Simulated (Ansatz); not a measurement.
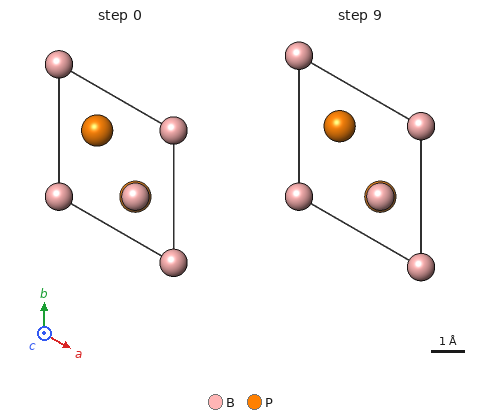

The structure of a crystal of B2P (a generated structure, set up in P6_3/mmc) before (left) and after (right) a relaxation, at one scale.

Style: ball-and-stick. Shown: the cell of the calculation, along the c axis.

Case: Bi → P, In → B on all its sites, cell and atoms relaxed.

These are results of DFT r2SCAN, scalar-relativistic, plane waves, PAW in Ansatz 0.2.0, not measurements. (plane-wave cutoff 500 eV; k-point mesh 12 × 12 × 10; occupations gaussian; smearing width 0.1 eV; no spin polarisation; cell and atoms relaxed; force threshold 0.01 eV/Å; at most 60 steps)

**Describe what moved and what it gained.**

The atoms keep their places relative to the cell (all moves are under 0.005 Å). The drawn cell changes as follows: a = b 4.094 → 4.360 Å (+6.5 %), c 3.829 → 3.652 Å (−4.6 %); the volume changes by +8.2 %. Near-neighbour distances that change, for instance: B–B 1.914 → 1.826 Å, B–P 1.914 → 1.826 Å. The space group stays P6_3/mmc (No. 194). After 8 accepted moves (9 points after the start) the energy has fallen by 25.4 meV per atom. All forces vanish by symmetry, so only the cell relaxes. The pressure goes from 0.60 to −0.05 GPa. At 1 point the geometry stayed and the basis and grid were re-selected for the new cell (energy shift of 0.2 meV per atom at most each time). The run took 4.9 min on 1 thread of Arm Neoverse N1, with other jobs on the host, peak memory 0.54 GiB.

Limits of the set-up: layers or molecules are held without a dispersion correction, so their spacing is unreliable.
